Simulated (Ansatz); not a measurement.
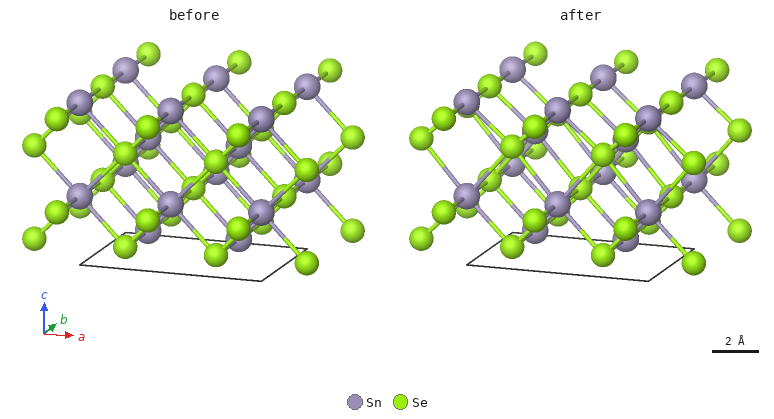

The structure of a slab of composition SnSe (cut from the Fm-3m phase) before (left) and after (right) a constrained relaxation, at one scale.

The picture is a ball-and-stick view of the 2 × 1 repeat of the cell, outlined in the plane, without the vacuum, seen slightly off an axis.

Case: clean slab, lower half held. The slab is the (1 1 0) face of SnSe. 4 atoms are held fixed.

Level of theory: Ansatz, DFT PBEsol, scalar-relativistic, plane waves, PAW. Set-up: plane-wave cutoff 420 eV; k-point mesh 6 × 5 × 1; occupations gaussian; smearing width 0.05 eV; no spin polarisation; dipole correction; atoms relaxed in a fixed cell; force threshold 0.03 eV/Å; at most 70 steps.

Summarise the run.

The atom that moves furthest is a Se atom (0.31 Å along the normal (+c)). By element the largest moves are Se 0.31 Å, Sn 0.29 Å. The cell doesn't change. Among the contacts that change: Se–Sn 2.973 → 3.203 Å, Se–Sn 2.973 → 2.782 Å. Bond angles that change, for instance: Sn–Se–Sn 90.0° → 98.2°, Sn–Se–Sn 180.0° → 171.9°, Sn–Se–Sn 90.0° → 82.0°. The energy falls by 0.313 eV per cell of the calculation in 3 geometry steps. The largest force component goes from 1.2 to 0.018 eV/Å. Cost: 99 s on 2 threads of Arm Neoverse V2, on a shared host, peak memory 1 GiB.
